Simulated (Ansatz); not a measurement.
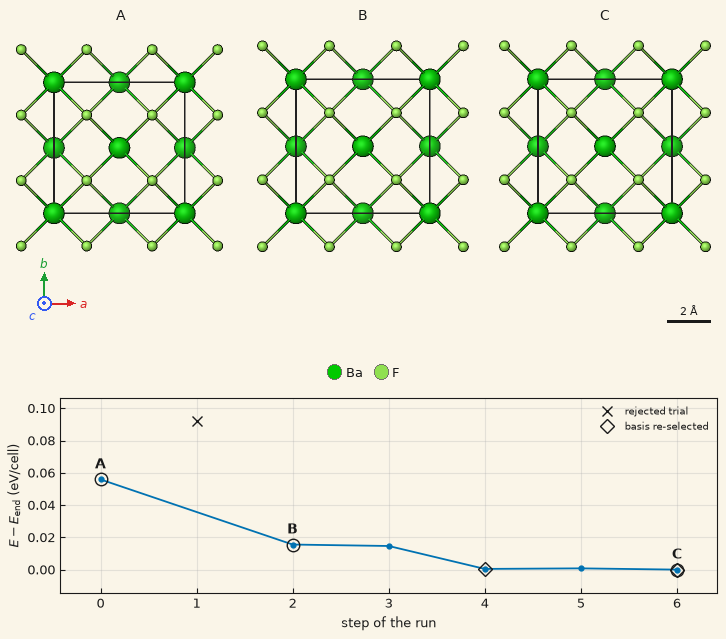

Frames of a relaxation of crystalline BaF2 (a generated structure, set up in Fm-3m), marked on the history of the run. Style: ball-and-stick. Shown: the conventional cell (4 times the calculation's cell), along the c axis. Lengths and directions refer to the drawn axes.

Case: Sr → Ba on all its sites, cell and atoms relaxed.

All numbers below come from DFT PBE, scalar-relativistic, plane waves, PAW in Ansatz 0.2.0. (plane-wave cutoff 420 eV; k-point mesh 6 × 6 × 6; occupations gaussian; smearing width 0.02 eV; no spin polarisation; cell and atoms relaxed; force threshold 0.01 eV/Å; at most 60 steps)

Q: What happens along the run?

A: After 3 accepted moves (6 points after the start) the energy has fallen by 55.9 meV per cell of the calculation. All forces vanish by symmetry, so only the cell relaxes. The pressure goes from 4.57 to 0.08 GPa. The line search rejected the trial step at point 1 of the run. The SCF was repeated twice at an unchanged geometry on a basis and grid sized afresh for the cell, which shifted the energy by 14.2 meV per cell of the calculation at most. The atoms keep their places relative to the cell (all moves are under 0.005 Å). Cell: a = b = c 6.099 → 6.243 Å (+2.4 %). Volume +7.3 %. Near-neighbour distances that change, for instance: Ba–F 2.641 → 2.703 Å. The space group stays Fm-3m (No. 225). From step 0 to 2: volume +7.0 %, energy −40.3 meV per cell of the calculation. From step 2 to 6: volume +0.2 %, energy −15.5 meV per cell of the calculation.
